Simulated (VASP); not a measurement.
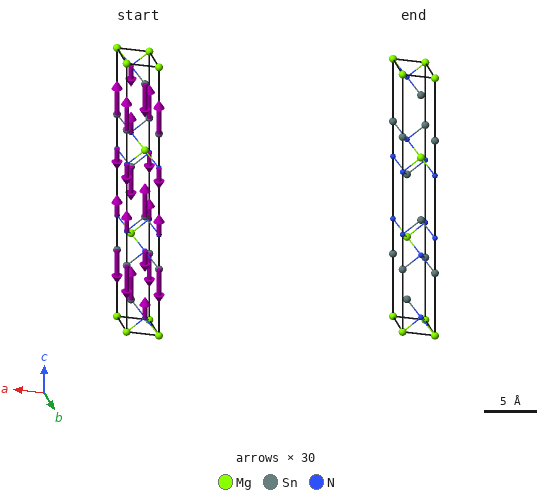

The structure of crystalline MgSn2N2 (a generated structure, set up in R-3m) before (left) and after (right) a relaxation, at one scale. The purple arrows give the displacements (the part carried along by the change of the cell is left out), 30 times their true length.

A ball-and-stick model of the conventional cell (3 times the calculation's cell), seen from a free direction. Lengths and directions refer to the drawn axes.

The run lets cell and atoms move.

Level of theory: Kohn-Sham DFT of a periodic cell, PBE, VASP PAW PBE potentials, recommended in VASP 6.6.1.

The input:
```
SYSTEM = MgSn2N2
PREC = Accurate
ENCUT = 520
EDIFF = 1E-6
ISMEAR = 0
SIGMA = 0.03
LREAL = .FALSE.
LASPH = .TRUE.
NELM = 120
ALGO = Normal
ISIF = 3
LWAVE = .FALSE.
LCHARG = .FALSE.
GGA = PE
IBRION = 2
NSW = 90
EDIFFG = -0.01
KPAR = 4
```

Run as
```bash
cat potpaw_PBE.64/Mg/POTCAR potpaw_PBE.64/Sn_d/POTCAR potpaw_PBE.64/N/POTCAR > POTCAR
mpirun -np 4 vasp_std > vasp.out
```

### Summarise the run.

The run was cut off at its time limit before the relaxation converged, so the last structure is only a point on the way. The largest moves relative to the cell, 0.13 Å, are those of Sn atoms. Largest moves by element: Sn 0.13 Å, N 0.08 Å. Mg stays in place. Cell: a = b 3.250 → 3.253 Å (+0.1 %), c 30.180 → 28.952 Å (−4.1 %). Volume −3.9 %. Among the contacts that change: Mg–N 2.279 → 2.295 Å. The space group stays R-3m (No. 166). After 24 geometry steps the energy has fallen by 1.5 meV per atom. The largest force component goes from 0.14 to 0.054 eV/Å. Pressure: 0.40 GPa at the start and 0.91 GPa at the end.
